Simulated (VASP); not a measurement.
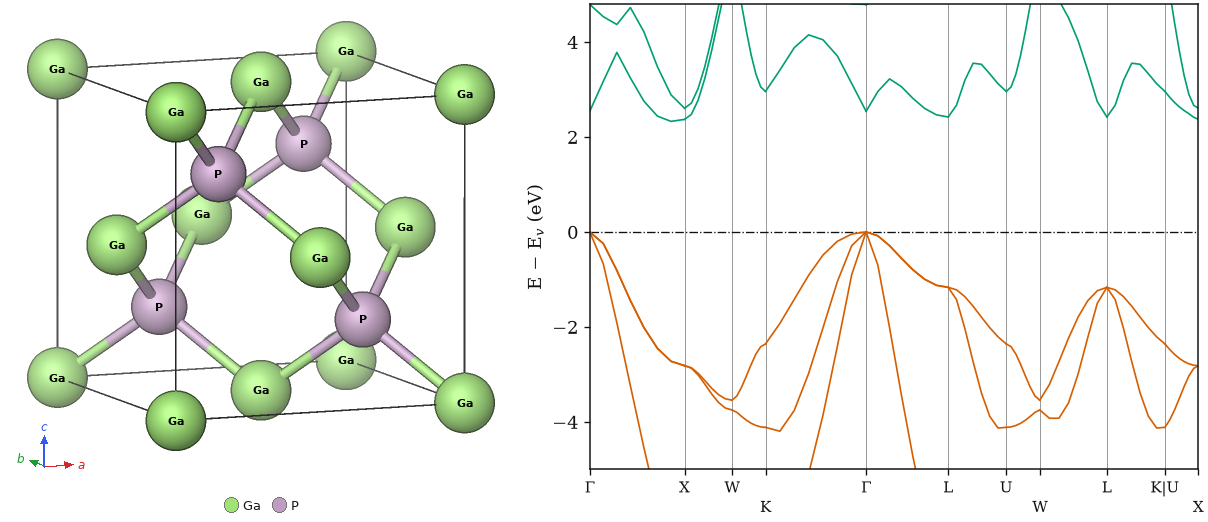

Band structure, beside the structure. Energies are counted from the top of the valence band.

System: zincblende GaP, space group F-43m (No. 216), 2 atoms in the primitive cell; cubic a = 5.506 Å.

VASP 6.6.1; HSE06, VASP PAW PBE potentials, release 64 (Ga_d, P), no spin polarisation, no spin-orbit coupling, 6×6×6 k mesh, 520 eV cutoff.

Q: Read off the fundamental gap and say whether it is direct.

A: The bands leave a gap. The gap along this path is 2.33 eV and indirect, from the valence-band top at Γ to the conduction-band bottom between Γ and X; the smallest direct gap is 2.54 eV, at Γ. At X the lowest conduction band lies only 0.04 eV higher.

Q: How many bands meet at the valence-band top?

A: Three bands meet at the valence-band top at Γ: it is triply degenerate (spin aside).

The PAW data sets were made with another functional. The k mesh is thin for exact exchange. The cell was derived from a database entry in an earlier step, so it needn't be the measured one.
